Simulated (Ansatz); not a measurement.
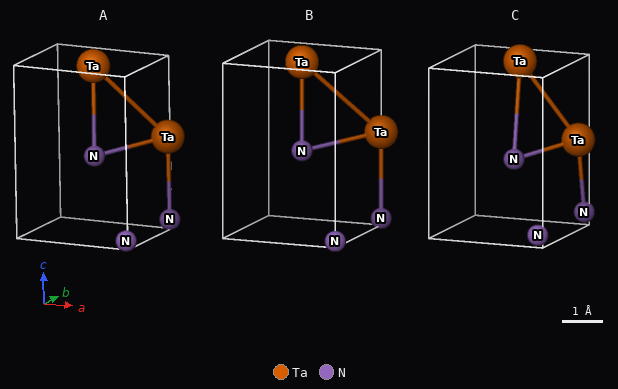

3 geometries from one relaxation of crystalline TaN (set up in P-1), in shuffled order. The picture is a ball-and-stick view of the cell of the calculation, seen slightly off an axis.

Case: a zone-boundary wave of random shape, sigma 0.25 Å; relaxed back.

These are results of Ansatz 0.2.0, DFT PBEsol, scalar-relativistic, plane waves, PAW, not measurements. (plane-wave cutoff 420 eV; k-point mesh 12 × 12 × 8; occupations gaussian; smearing width 0.15 eV; no spin polarisation; cell and atoms relaxed; force threshold 0.01 eV/Å; at most 80 steps)

### Put them in the order of the run, from the start to the converged end.

C, A, B. They are steps 0, 2, 13, at +911 meV per atom, +86.3 meV per atom relative to the last. The energy falls by 911 meV per atom in 10 accepted moves (13 points after the start). Largest force component: 9.5 eV/Å at the start, 0.00034 eV/Å at the end. Pressure: 54.05 GPa at the start and 0.01 GPa at the end. The line search rejected the trial step at point 4 of the run. At 2 points the geometry stayed and the basis and grid were re-selected for the new cell (energy shift of 0.3 meV per atom at most each time). The largest moves relative to the cell, 0.36 Å, are those of Ta atoms. Largest moves by element: Ta 0.36 Å, N 0.21 Å. The drawn cell changes as follows: a = b 3.094 → 3.054 Å (−1.3 %), c 4.376 → 4.500 Å (+2.8 %); the volume changes by +0.2 %. Among the contacts that change: Ta–Ta 3.563 → 2.923 Å, Ta–Ta 2.735 → 3.326 Å, N–Ta 2.644 → 2.181 Å, N–Ta 1.793 → 2.181 Å. Bond angles that change, for instance: Ta–N–Ta 162.7° → 180.0°, Ta–N–Ta 151.2° → 163.7°, Ta–N–Ta 78.0° → 88.9°. The space group (tolerance 0.01 Å) goes from P-1 (No. 2) to P4/nmm (No. 129).
